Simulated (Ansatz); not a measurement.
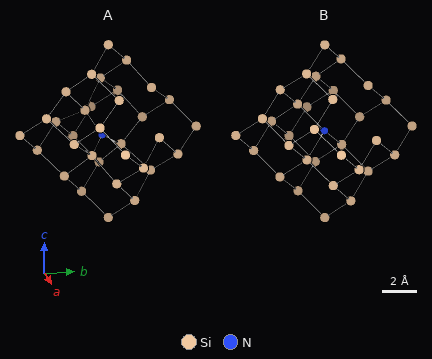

Two geometries of a defect cell of composition Si$_{62}$N (cell charge −1), drawn at one scale. One is the start of a relaxation, the other its converged end. Style: ball-and-stick. Shown: the atoms within 5.8 Å of the atom that moves most (axes of the cell of the calculation (origin shifted)), slightly off an axis.

These are results of Ansatz, DFT, PBEsol, PAW, plane waves, not measurements. Settings: plane-wave cutoff 420 eV; k-point mesh 1 × 1 × 1; mesh shifted by (0.25, 0.25, 0.25); collinear spin; atoms relaxed in a fixed cell; force threshold 0.03 eV/Å; at most 80 steps.

Which of the two is the end point?

Answer. Structure A is the relaxed one. Over 5 geometry steps the energy falls by 3.531 eV per cell of the calculation. Largest force component: 2 eV/Å at the start, 0.014 eV/Å at the end. The largest move is that of the N atom, 0.56 Å along [−1 −1 −1]. By element the largest moves are N 0.56 Å, Si 0.42 Å. The lattice vectors keep their values. Among the contacts that change: N–Si 2.373 → 1.836 Å, N–Si 2.287 → 1.837 Å, Si–Si 2.316 → 2.436 Å, Si–Si 2.342 → 2.436 Å. Bond angles that change, for instance: Si–Si–Si 111.3° → 98.9°, Si–Si–N 109.0° → 120.9°, Si–Si–Si 108.5° → 98.9°. Cost: 2.1 min on 7 threads of Arm Neoverse-V2, peak memory 2.9 GiB.

Limits of the set-up: the cell is charged, on a uniform background, and energies carry no finite-size correction.
